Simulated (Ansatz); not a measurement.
Two G0W0 runs on MgI2/MgI2 (1T multilayer).

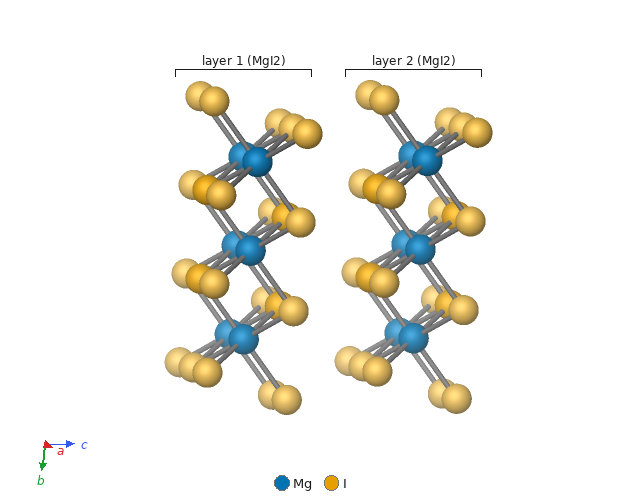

The structure (magnesium blue, iodine orange). 1×2×1 cells are drawn. Some periodic images of atoms are drawn too.

The cell holds 6 atoms: 2 Mg and 4 I. Its edges and angles: a = 4.067 Å, b = 4.067 Å, c = 43.100 Å, α = 90.0°, β = 90.0°, γ = 120.0°. It derives from I2Mg1. Regions: layer 1 (MgI2), 3 atoms (1 Mg and 2 I); layer 2 (MgI2), 3 atoms (1 Mg and 2 I). Vacuum lies along c.

```xyz
6
Lattice="4.0667 0.0000 0.0000 -2.0333 3.5219 0.0000 0.0000 0.0000 43.1000" Properties=species:S:1:pos:R:3
Mg    0.0000    0.0000   18.2484
I     0.0000    2.3479   19.9228
I     2.0333    1.1740   16.5705
Mg    0.0000    0.0000   24.8516
I     0.0000    2.3479   26.5295
I     2.0333    1.1740   23.1772
```

The structure was relaxed with PBEsol-D3(BJ). The runs that relaxed it are not among those shown. Spin-orbit coupling is left out unless a run names it. PAW set soft_2, made with PBE.

The first (Ansatz 0.2.0; start PBEsol, 3×3×1 mesh, 734 empty bands, screening to 65 eV; 8 threads of Arm Neoverse V1, shared host) gave, on its mesh: starting gap 3.88 eV, G0W0 gap 5.57 eV, mean of 1 + 4πα/V (set by the cell height) 2.05, 98 s.

The second changes empty bands from 734 to 302 and screening cutoff (eV) from 65.0 to 36. What does it give?

It gave: starting gap 3.88 eV, G0W0 gap 5.44 eV, mean of 1 + 4πα/V (set by the cell height) 2.07, 23 s. The G0W0 gap moves by −0.13 eV, +0.00 eV from the start and −0.13 eV from the correction. Σc changes by +0.33 eV at the valence top and +0.20 eV at the conduction bottom, and Σx − Vxc between them by +0.00 eV.

Limits: not at the basis limit; coarse mesh for a sheet; no spin-orbit coupling.

[Paths, hosts, dates, memory and timing lines, banners, echoed tables and standing remarks are left out of the program output.]

[Logs are printed without paths, hosts, clocks, repeated set-up lines and the standing remarks that a program may print on its own settings, such as how far it seeks lower states.]

[Runs of the session that timed out or met a known fault of the program may be left out.]

[Cells called generated may have been cut or substituted from an entry of the Crystallography Open Database or the Materials Project.]

[Hosts, paths, dates, database ids (printed as entryN), source tags and the programs' standing remarks are cut or masked in the printed files.]
